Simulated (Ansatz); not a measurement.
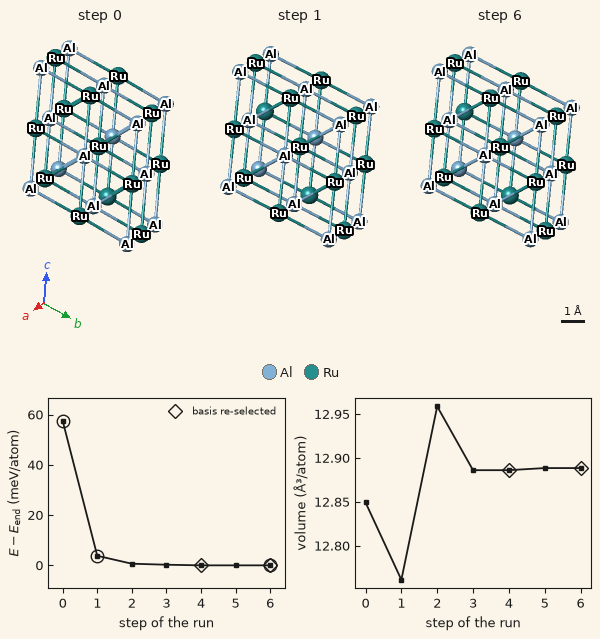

Frames of a relaxation of crystalline AlRu (set up in P1), marked on the history of the run. A ball-and-stick model of the cell of the calculation, seen slightly off an axis.

Case: cell sheared at random, sigma 0.06, atoms nudged by 0.01 Å; relaxed back.

All numbers below come from Ansatz, DFT LDA, scalar-relativistic, plane waves, PAW. Set-up: plane-wave cutoff 420 eV; k-point mesh 8 × 8 × 8; occupations gaussian; smearing width 0.15 eV; no spin polarisation; cell and atoms relaxed; force threshold 0.01 eV/Å; at most 80 steps.

What happens along the run?

Answer. The atom that moves furthest relative to the cell is a Ru atom (0.026 Å along [−2 2 1]). Largest moves by element: Ru 0.026 Å, Al 0.020 Å. The volume changes by +0.3 %, with a 5.100 → 5.116 Å (+0.3 %), b 4.954 → 5.116 Å (+3.3 %), c 5.393 → 5.117 Å (−5.1 %), α 112.2° → 109.5°, β 110.8° → 109.5°, γ 106.9° → 109.5°. Some distances before and after: Al–Ru 2.716 → 2.558 Å, Al–Ru 2.694 → 2.558 Å, Al–Ru 2.449 → 2.558 Å, Ru–Ru 2.857 → 2.954 Å. Within 0.06 Å the space group is P-1 at the start and Pm-3m at the end; at a tighter tolerance small leftover displacements or strains of the cell lower it. After 4 accepted moves (6 points after the start) the energy has fallen by 57.5 meV per atom. The largest force component goes from 0.43 to under 0.0001 eV/Å. Pressure: 2.38 GPa at the start and 0.00 GPa at the end. The SCF was repeated twice at an unchanged geometry on a basis and grid sized afresh for the cell, which shifted the energy by 0.2 meV per atom at most. From step 0 to 1: a Ru atom moves most (0.02 Å), volume −0.7 %, energy −53.7 meV per atom. From step 1 to 6: volume +1.0 %, energy −3.8 meV per atom.
